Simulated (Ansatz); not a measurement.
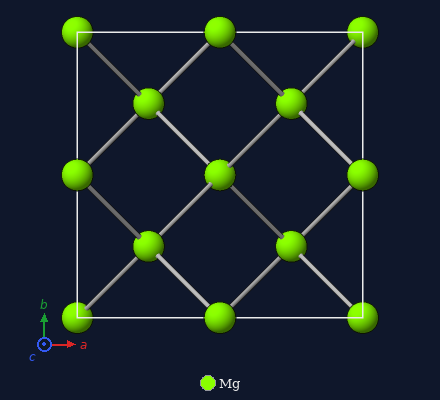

The structure, seen along [001]; the drawing may span several cells.

Structure (in its standard cell), the end point of a relaxation with DFT PBEsol, scalar-relativistic, plane waves, PAW in Ansatz 0.2.0; the starting structure was generated, so it need not be a known form of this composition:

```
Mg
1.0
     6.76544    0.00000    0.00000
     0.00000    6.76544    0.00000
     0.00000    0.00000    6.76544
Mg
8
Direct
  0.00000 0.00000 0.50000
  0.25000 0.75000 0.25000
  0.00000 0.50000 0.00000
  0.25000 0.25000 0.75000
  0.50000 0.00000 0.00000
  0.75000 0.75000 0.75000
  0.50000 0.50000 0.50000
  0.75000 0.25000 0.25000
```

Predict the [001] zone-axis pattern (300 kV, kinematic, B = 1 Å²).

Answer. The spots form a square net with both shortest vectors at d = 2.39 Å, 90.0° apart. They are 2 -2 0 and 2 2 0. The pattern has symmetry 4mm. The lattice centring (F) removes all reflections that break h + k = 2n, h + l = 2n; a glide plane extinguishes reflections such as 2 -4 0, 2 4 0, 4 -2 0; a screw axis and a glide plane both extinguish reflections such as 0 2 0, 2 0 0, 0 6 0.

Strongest reflections with d > 0.80 Å, one of each family (|F|² from tabulated Gaussian fits of the electron scattering factors, times a small damping for the curvature of the Ewald sphere):

| hkl | d (Å) | I (strongest = 100) |
| --- | --- | --- |
| 2 2 0 | 2.392 | 100 |
| 4 0 0 | 1.691 | 40 |
| 4 4 0 | 1.196 | 15 |
| 6 2 0 | 1.070 | 11 |
| 8 0 0 | 0.846 | 4 |
| 6 6 0 | 0.797 | 4 |

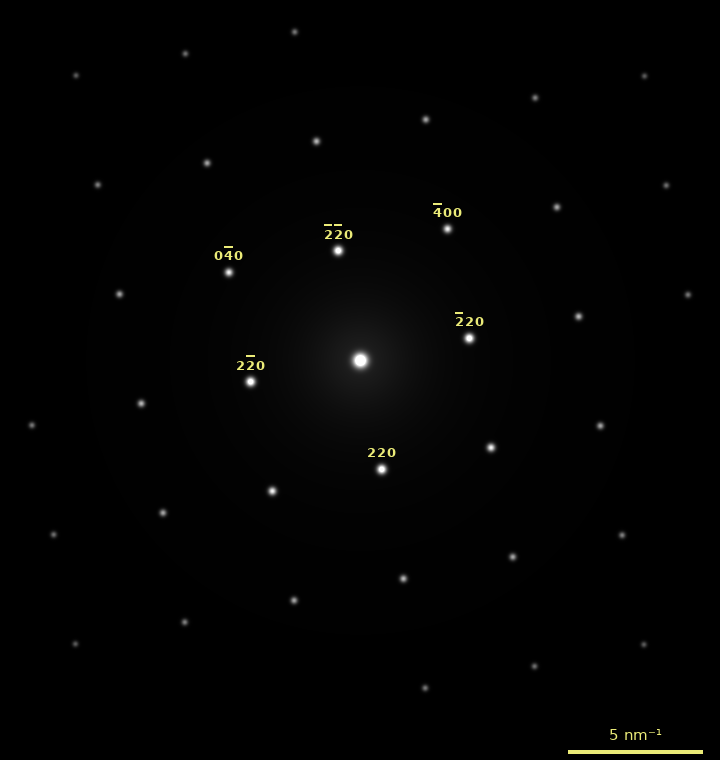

Calculated pattern, seen from the source side with [001] pointing towards the source.
